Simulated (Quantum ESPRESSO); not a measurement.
# Energy of C along an even scaling of the cell

System: C (Fd-3m, 2 atoms in the cell).
Method: Kohn-Sham DFT of a periodic cell, PBEsol, GBRV 1.5 PBEsol, no spin polarisation (Quantum ESPRESSO 7.5).

The 7 runs differ only in the geometry, by an even scaling of the cell at fixed fractional positions. The structure derives from an entry of the Crystallography Open Database.

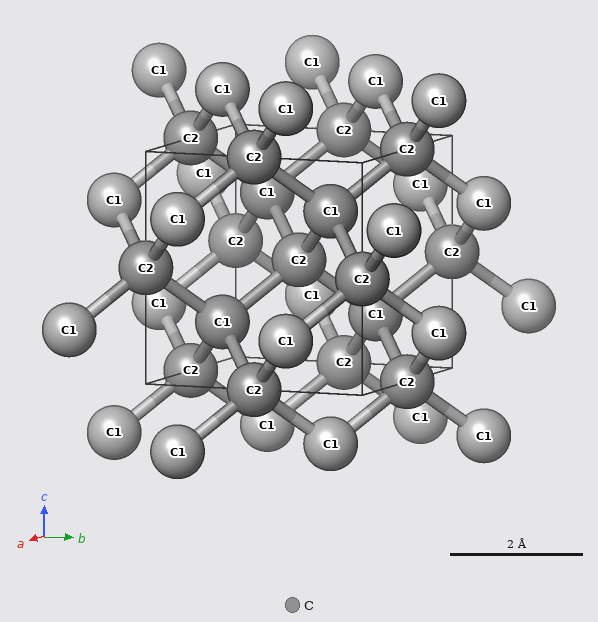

Figure 1. The structure of run 4 (ball-and-stick view of the cell 4 times as large as that of the calculation, set on its symmetry axes, seen slightly off an axis; neighbours outside the cell are drawn fainter; atoms are numbered from 1 in the order of the input).

**Input of run 4**
```
&CONTROL
  calculation = 'scf'
  prefix = 'pwscf'
  outdir = './tmp'
  pseudo_dir = './pseudo'
  tstress = .true.
  disk_io = 'nowf'
/
&SYSTEM
  ibrav = 0
  nat = 2
  ntyp = 1
  ecutwfc = 45
  ecutrho = 360
  nbnd = 9
  occupations = 'smearing'
  smearing = 'fd'
  degauss = 0.00367493
/
&ELECTRONS
  conv_thr = 4d-10
  electron_maxstep = 120
  mixing_beta = 0.5
/
ATOMIC_SPECIES
C     12.0110 c_pbesol_v1.2.uspp.F.UPF
CELL_PARAMETERS angstrom
   0.0000000000    1.7833700000    1.7833700000
   1.7833700000    0.0000000000    1.7833700000
   1.7833700000    1.7833700000    0.0000000000
ATOMIC_POSITIONS crystal
C      0.7500000000    0.7500000000    0.7500000000
C      0.5000000000    0.5000000000    0.5000000000
K_POINTS automatic
13 13 13 0 0 0
```

Command:
```bash
OMP_NUM_THREADS=1 mpirun -n 2 pw.x -nk 2 -in pw.in > pw.out
```

Run 5 differs from it as follows:
```diff
-   0.0000000000    1.7833700000    1.7833700000
-   1.7833700000    0.0000000000    1.7833700000
-   1.7833700000    1.7833700000    0.0000000000
+   0.0000000000    1.7951807415    1.7951807415
+   1.7951807415    0.0000000000    1.7951807415
+   1.7951807415    1.7951807415    0.0000000000
```

**Results, with one run withheld**

```tsv
run	volume per atom (Å³)	free energy per atom, from the lowest run given (meV)	pressure (GPa)	gap on the mesh (eV)
1	5.332	21.15	25.29	4.16
2	5.445	6.92	14.35	4.11
3	5.558	0.09	4.39	4.07
4	5.672	0.00	−4.67	4.02
5	5.785	?	?	?
6	5.899	17.66	−20.44	3.94
7	6.012	34.36	−27.27	3.89
```

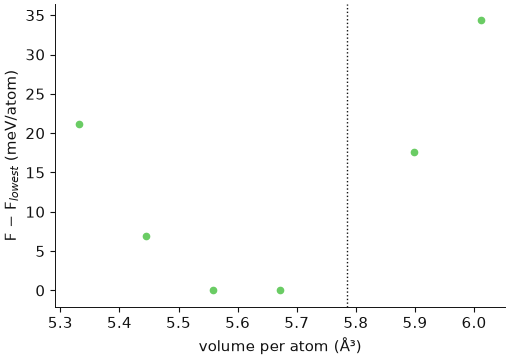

Figure 2. Free energy per atom of the runs given; the dotted line marks run 5.

Fit the runs given and predict run 5.

A cubic polynomial in V^(−2/3) (the Birch–Murnaghan form), fitted to the 6 runs given, misses them by at most 0.02 meV per atom. With x = V^(−2/3) − 0.31544 Å⁻², it reads F = −0.58517 − 370.18 x + 1.773e+05 x² − 95790 x³ (meV per atom). At run 5 it gives 5.99 meV per atom, and the run itself gives 6.02. The slope of the fit gives a pressure −dF/dV of −12.58 GPa there, and the run prints −12.92 GPa. The two needn't agree exactly: the fit is approximate, and the printed stress is taken on a finite basis. The fit has its minimum at 5.617 Å³ per atom, where V d²F/dV² gives 450 GPa: the bulk modulus at this level, since symmetry fixes the shape and the positions. The gap on the mesh goes, without turning, from 4.16 eV in run 1 to 3.89 eV in run 7; run 5 has 3.98 eV. These are gaps of this functional on this mesh, which can miss the band edges; they aren't the measured gap.

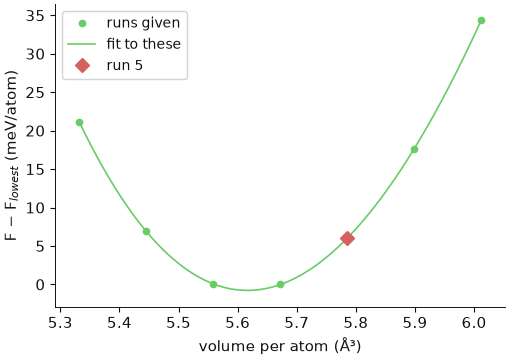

Figure 3. The fit and the withheld run.

**Some lines of the output (run 5)**
```
[...]
     unit-cell volume          =      78.0820 (a.u.)^3
     number of k points=    84  Fermi-Dirac smearing, width (Ry)=  0.0037
     total energy              =     -22.94707489 Ry
     total energy              =     -22.94516116 Ry
     total energy              =     -22.94657653 Ry
     total energy              =     -22.94660033 Ry
     total energy              =     -22.94660078 Ry
     total energy              =     -22.94660080 Ry
     the Fermi energy is    14.9448 ev
!    total energy              =     -22.94660080 Ry
     The total energy is F=E-TS. E is the sum of the following terms:
     Computing stress (Cartesian axis) and pressure
          total   stress  (Ry/bohr**3)                   (kbar)     P=     -129.22
```
